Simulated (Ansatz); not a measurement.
# Run report: Ge, single-point calculation

- system: Ge (P4₃2₁2, 12 atoms in the cell)
- method: DFT r2SCAN, scalar-relativistic, plane waves, PAW, no spin polarisation (Ansatz 0.2.0)

The structure derives from an entry of the Crystallography Open Database. Figures and captions count atoms from 1; the log counts them from 0 in places.

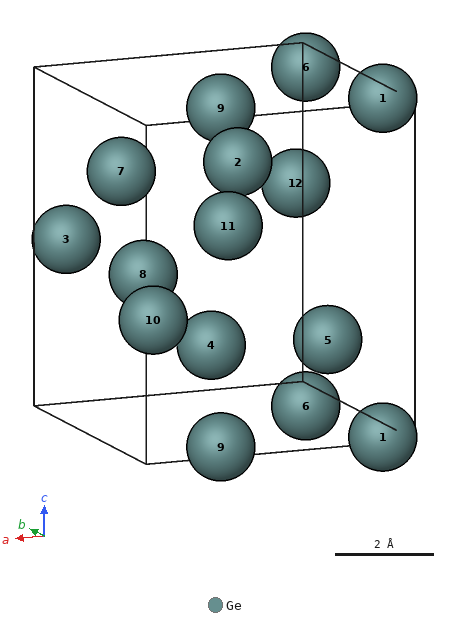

Figure 1. The structure (spheres-only view of the cell of the calculation, seen at an oblique angle; atoms are numbered from 1 in the order of the input). An atom can appear more than once, as a periodic image.

Input:
```yaml
crystal:
  lattice:
    - [5.9485817736, 0.0, 0.0]
    - [0.0, 5.9485817736, 0.0]
    - [0.0, 0.0, 7.0893631428]
  atoms:
    - { symbol: Ge, position: [0.0844686895, 0.0844686895, 0.0] }
    - { symbol: Ge, position: [0.4155313105, 0.5844686895, 0.75] }
    - { symbol: Ge, position: [0.9155313105, 0.9155313105, 0.5] }
    - { symbol: Ge, position: [0.5844686895, 0.4155313105, 0.25] }
    - { symbol: Ge, position: [0.1692033319, 0.3728100964, 0.2442841429] }
    - { symbol: Ge, position: [0.1271899036, 0.6692033319, -0.0057158571] }
    - { symbol: Ge, position: [0.8307966681, 0.6271899036, 0.7442841429] }
    - { symbol: Ge, position: [0.8728100964, 0.3307966681, 0.4942841429] }
    - { symbol: Ge, position: [0.6692033319, 0.1271899036, 0.0057158571] }
    - { symbol: Ge, position: [0.6271899036, 0.8307966681, 0.2557158571] }
    - { symbol: Ge, position: [0.3307966681, 0.8728100964, 0.5057158571] }
    - { symbol: Ge, position: [0.3728100964, 0.1692033319, 0.7557158571] }
basis:
  ecutwfc: 500
kpoints:
  mp_grid: { grid: [6, 6, 4] }
  band_path: { path: [VBM, CBM], npoints: 2 }
hamiltonian:
  xc: r2scan
scf:
  occupations: { method: gaussian, width: 0.02 }
output:
  forces: false
  stress: false
  eigenvalues: true
checkpoint:
  read: start.run
  write: ck
  compress: false
  write_wavefunctions: false
  write_every: 100000
```

Run on 4 threads of Intel Xeon @ 2.50GHz (Skylake/Cascade Lake), 189 GiB of memory available, shared host.

Launch command:
```bash
ansatz run input.yaml --threads 4 --pin off --max-ram 10240MiB --backend cpu --events-out ev --progress --plain --runs-dir out
```

Log:
```
Engine: ansatz 0.2.0, x86_64-unknown-linux-gnu
Pseudopotentials: kind: paw
Pseudopotential: Ge, paw, valence charge 14, recommended cutoff 500 eV (meta_gga), Ge.paw.azcp
Functional definition: r2SCAN
  parameter k0 = 0.174
  parameter k1 = 0.065
  parameter a1 = 4.9479
  exchange = r2scan_x(k0 = k0, k1 = k1, a1 = a1)
  correlation = r2scan_c
Crystal: 12 atoms, lattice volume = 250.862 Å³
Basis set: ecut = 500 eV, 6349 PW (Γ), exchange–correlation on 180×180×216 points (64 copies of the dense FFT grid, shifted against one another)
Bands: 101, of which v1, the nominal top of the filled ones, is band 84 counted from 1 (83 counted from 0)
Symmetry: 8 space group operations
Space group: P43212 (ITA 96), of the structure as read, at distance tolerance 6.3e-5 Å
k-points: 30 of 144 (time reversal used)
Non-local potential: Ge, projectors of the file, l = 0: 2, l = 1: 2, l = 2: 3, l = 3: 1
PAW form: soft (Blöchl's): semilocal exchange-correlation on the pseudo side does not see the compensation charge
PAW frozen core: Ge, regenerated for the run's functional (the file was generated under x = pbe(κ = 0.804, μ = 0.2195149727645171), c = pbe(β = 0.06672455060314922))
PAW one-centre angular grid: Ge, 590 points (default); XC on 160 Gauss nodes
Initial density: read from a saved state, or passed on in memory by an earlier SCF of this step, an earlier step, the calling program or the single point that the run made first
Stability of the state it starts from, as read at its close in the unpolarized treatment: not read negative (Ritz values of 1 − χ₀K, real part plus size of imaginary part, from 0.96 to 1.0, by its mixing steps under the symmetry group of the SCF that read it)
Initial wavefunctions: pseudopotential atomic-orbital guess
Functional: x = r2scan, c = r2scan; τ floored in thin density (d = 2e-4 eV/Å³)
iter 1 solved again at ethr=2.22e-7 eV; its pass at ethr=3.10e-3 eV (dr2=3.73e-4 eV) is discarded
SCF iter   1: F=—  HF=-51632.747381 eV  |F-HF|=—  |Δ(HF+E_count)|=         —  Δρ=4.70e-6  dr2=5.89e-8  dr2_τ=4.55e-10  ethr=2.22e-7  ⟨swp⟩=3.0  Hψ=17565  notcnv=0
eigensolver tolerance schedule: the retry pair's looser diagonalisation over-reported the residual by 6335.46 of it (diagonalisation noise at 0.83 of the residual, at the tolerance the schedule requests for it); recorded, not acted on — ethr = c·dr2/N_el stays at c = 1.0e-1
preconditioner: auto → Resta (q_TF=auto, 2.552 Å⁻¹)  ε∞=2.7  [insulator: Δε(μ)=0.739 eV  Ē_g=23.139 eV  σ=0.020 eV  W_gap=1.00  n_scr=80 (ndim 8)  ℏωp=30.4 eV  f_vac=0.000  D(μ)=0.00/eV (n_scr^D=0)  ε∞_Penn≈2.7]
SCF iter   2: F=—  HF=-51632.747404 eV  |F-HF|=—  |Δ(HF+E_count)|=   2.26e-5  Δρ=2.34e-6  dr2=8.96e-9  dr2_τ=2.50e-10  ethr=3.51e-11  ⟨swp⟩=6.1  Hψ=10467  notcnv=0
SCF iter   3: F=-51632.747404 eV  HF=-51632.747404 eV  |F-HF|=4.24e-9  |Δ(HF+E_count)|=   3.71e-9  Δρ=1.33e-6  dr2=3.43e-9  dr2_τ=3.84e-11  ethr=5.33e-12  ⟨swp⟩=1.0  Hψ=8697  notcnv=0
SCF 1 converged in 3 iterations: F = -51632.747404 eV  dr2 = 3.43e-9
  greatest PAW one-centre occupation: 0.998 electrons in one spin orbital (limit 2), on the Ge atom at site 0 (counted from 0), in its partial waves of l = 2
NSCF: frozen V_eff on 40 k-points
NSCF: frozen V_eff on 40 k-points
NSCF: frozen V_eff on 40 k-points
NSCF: frozen V_eff on 38 k-points
NSCF: frozen V_eff on 14 k-points
NSCF: frozen V_eff on 33 k-points
NSCF: frozen V_eff on 20 k-points
NSCF: frozen V_eff on 28 k-points
NSCF: frozen V_eff on 9 k-points
NSCF: frozen V_eff on 28 k-points
NSCF: frozen V_eff on 15 k-points
NSCF: frozen V_eff on 37 k-points
NSCF: frozen V_eff on 8 k-points
NSCF: frozen V_eff on 34 k-points
NSCF: frozen V_eff on 15 k-points
NSCF: frozen V_eff on 3 k-points
SCF converged after 3 iterations
Free energy (F): -51632.747404 eV
Harris-Foulkes:  -51632.747404 eV  (|F-HF|=4.24e-9)
Internal energy: -51632.747404 eV  (E = F + TS)
E sigma→0 (E₀):  -51632.747404 eV
Fermi energy:    9.157014 eV
--- Per-component energies (eV) ---
  E_band       = -1737.159402
  E_kinetic    = 1329.859752
  E_local      = -28154.794368  (includes V_loc(G=0)·N_el)
  E_nonlocal   = 5032.098942
  E_hartree    = 12358.290779
  E_xc         = -828.923496
  E_vxc        = -813.853575  (∫ρ·V_xc dr)
  E_paw        = -24401.428011  (= ΣΔE_a)
  E_vpaw       = -3892.462817  (= ΣTr[D̂ρ^β])
  E_aug_tail   = 0.000205  (compensation charges beyond the density's cutoff)
  E_vtau       = 45.414310  (kinetic-family band-sum trace: ∫τ·v_τ [+ j·A + Jᵃ·Aᵃ] dr)
  E_ewald      = -16954.822017
  E_core_change = -13.029189  (= ΣΔE_core)
  E_smearing   = -0.000000  (= −TS)
  E_closure    = -0.000000  (closes the sum)
  Σ components = -51632.747404   (vs F -51632.747404, Δ=0.00e0)
--- Band table (eV; the first three rows and the last of 30) ---
  k-point 0: bands = ["-16.1335", "-16.1043", "-16.1043", "-16.0896", "-16.0811", "-16.0811", "-16.0800", "-16.0664", "-16.0664", "-16.0584", "-16.0558", "-16.0557", "-16.0489", "-16.0297", "-16.0115", "-16.0098", "-16.0098", "-15.9882", "-15.9829", "-15.9829", "-15.9766", "-15.9763", "-15.9763", "-15.9737", "-15.9462", "-15.9447", "-15.9446", "-15.9446", "-15.9395", "-15.9157", "-15.9157", "-15.9065", "-15.8949", "-15.8942", "-15.8942", "-15.8794", "-15.8790", "-15.8790", "-15.8762", "-15.8729", "-15.8636", "-15.8427", "-15.8427", "-15.8394", "-15.8229", "-15.8229", "-15.8142", "-15.8142", "-15.8030", "-15.7966", "-15.7941", "-15.7855", "-15.7794", "-15.7758", "-15.7756", "-15.7756", "-15.7628", "-15.7283", "-15.7283", "-15.7135", "-4.1394", "-1.6981", "-1.6981", "-0.7607", "-0.0299", "-0.0078", "-0.0078", "2.2943", "2.7229", "2.7229", "2.8353", "3.4152", "4.8480", "5.0485", "5.0485", "5.5528", "5.5809", "6.0522", "6.0522", "6.8840", "7.7613", "7.8177", "7.8177", "8.5285", "10.5251", "10.7620", "10.7620", "11.7430", "12.6969", "12.7727", "12.7946", "13.1782", "13.3592", "13.3592", "13.9480", "13.9480", "14.9071", "15.1507", "15.5904", "15.5904", "15.8741"]
  k-point 1: bands = ["-16.1326", "-16.1180", "-16.0915", "-16.0878", "-16.0802", "-16.0793", "-16.0790", "-16.0698", "-16.0663", "-16.0649", "-16.0621", "-16.0604", "-16.0329", "-16.0220", "-16.0094", "-16.0081", "-16.0071", "-15.9958", "-15.9875", "-15.9874", "-15.9796", "-15.9716", "-15.9716", "-15.9686", "-15.9555", "-15.9538", "-15.9438", "-15.9382", "-15.9306", "-15.9244", "-15.9121", "-15.9105", "-15.9027", "-15.8976", "-15.8859", "-15.8852", "-15.8846", "-15.8773", "-15.8758", "-15.8700", "-15.8539", "-15.8460", "-15.8396", "-15.8395", "-15.8237", "-15.8156", "-15.8149", "-15.8080", "-15.8070", "-15.8004", "-15.7997", "-15.7908", "-15.7813", "-15.7780", "-15.7710", "-15.7638", "-15.7631", "-15.7379", "-15.7215", "-15.7147", "-3.9709", "-2.6837", "-0.7406", "-0.7090", "-0.3703", "0.0214", "0.6016", "1.6729", "2.2232", "2.9586", "3.2146", "3.3502", "4.2236", "4.4661", "5.8605", "5.8994", "6.1922", "6.3402", "6.5054", "6.7245", "7.4518", "7.7784", "7.8582", "7.9507", "10.9594", "11.0702", "11.2683", "11.4454", "11.6311", "11.6847", "11.9533", "12.3595", "13.2285", "13.9604", "14.5534", "14.7149", "15.2068", "15.3571", "15.4671", "15.5982", "15.6607"]
  k-point 2: bands = ["-16.1280", "-16.1280", "-16.0857", "-16.0857", "-16.0787", "-16.0787", "-16.0736", "-16.0736", "-16.0685", "-16.0685", "-16.0657", "-16.0657", "-16.0118", "-16.0118", "-16.0101", "-16.0101", "-16.0047", "-16.0047", "-15.9942", "-15.9942", "-15.9775", "-15.9775", "-15.9655", "-15.9655", "-15.9564", "-15.9564", "-15.9358", "-15.9358", "-15.9320", "-15.9320", "-15.9127", "-15.9127", "-15.9058", "-15.9058", "-15.8877", "-15.8877", "-15.8805", "-15.8805", "-15.8689", "-15.8689", "-15.8476", "-15.8476", "-15.8397", "-15.8397", "-15.8146", "-15.8146", "-15.8102", "-15.8102", "-15.8080", "-15.8080", "-15.7993", "-15.7993", "-15.7794", "-15.7794", "-15.7658", "-15.7658", "-15.7500", "-15.7500", "-15.7173", "-15.7173", "-3.4740", "-3.4740", "-0.5756", "-0.5756", "-0.0852", "-0.0852", "1.0732", "1.0732", "2.4551", "2.4551", "3.2980", "3.2980", "4.1559", "4.1559", "5.9706", "5.9706", "6.6399", "6.6399", "6.9273", "6.9273", "7.5925", "7.5925", "8.0047", "8.0047", "9.9215", "9.9215", "10.7448", "10.7448", "12.4468", "12.4468", "12.5849", "12.5849", "13.6372", "13.6372", "13.8759", "13.8759", "14.9315", "14.9315", "14.9530", "14.9530", "16.3702"]
  k-point 29: bands = ["-16.1123", "-16.1123", "-16.1123", "-16.1123", "-16.0775", "-16.0775", "-16.0775", "-16.0775", "-16.0397", "-16.0397", "-16.0397", "-16.0397", "-16.0240", "-16.0240", "-16.0240", "-16.0240", "-15.9893", "-15.9893", "-15.9893", "-15.9893", "-15.9730", "-15.9730", "-15.9730", "-15.9730", "-15.9479", "-15.9479", "-15.9479", "-15.9479", "-15.9199", "-15.9199", "-15.9199", "-15.9199", "-15.8915", "-15.8915", "-15.8915", "-15.8915", "-15.8650", "-15.8650", "-15.8650", "-15.8650", "-15.8458", "-15.8458", "-15.8458", "-15.8458", "-15.8235", "-15.8235", "-15.8235", "-15.8235", "-15.7964", "-15.7964", "-15.7964", "-15.7964", "-15.7850", "-15.7850", "-15.7850", "-15.7850", "-15.7474", "-15.7474", "-15.7474", "-15.7474", "-1.9703", "-1.9703", "-1.9703", "-1.9703", "-0.7875", "-0.7875", "-0.7875", "-0.7875", "4.1042", "4.1042", "4.1042", "4.1042", "6.0242", "6.0242", "6.0242", "6.0242", "7.3949", "7.3949", "7.3949", "7.3949", "7.7003", "7.7003", "7.7003", "7.7003", "10.3790", "10.3790", "10.3790", "10.3790", "11.1110", "11.1110", "11.1110", "11.1110", "13.1703", "13.1703", "13.1703", "13.1703", "14.4496", "14.4496", "14.4496", "14.4496", "15.5624"]
```

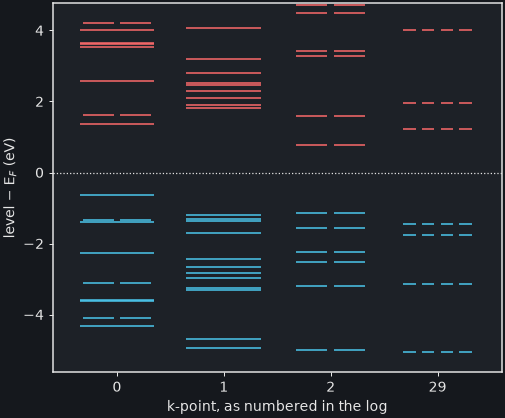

Figure 2. Kohn–Sham levels near the Fermi level (dotted) at the few k-points that the log prints; levels within 0.02 eV of each other stand side by side. Among these points the highest filled and lowest empty levels are 1.39 eV apart; the gap on the full mesh, 0.74 eV, has an edge at a point that isn't printed.

Key numbers:

- outcome: converged
- space group (tolerance 0.01 Å): P4₃2₁2 (96)
- electrons treated: 168
- free energy: −51632.7474 eV
- Fermi energy: 9.157 eV
- gap on the k-point mesh: 0.74 eV
- gap on the band path: 0.71 eV
- wall time: 4.9 min (CPU time 19 min)
- peak memory: 1.7 GiB
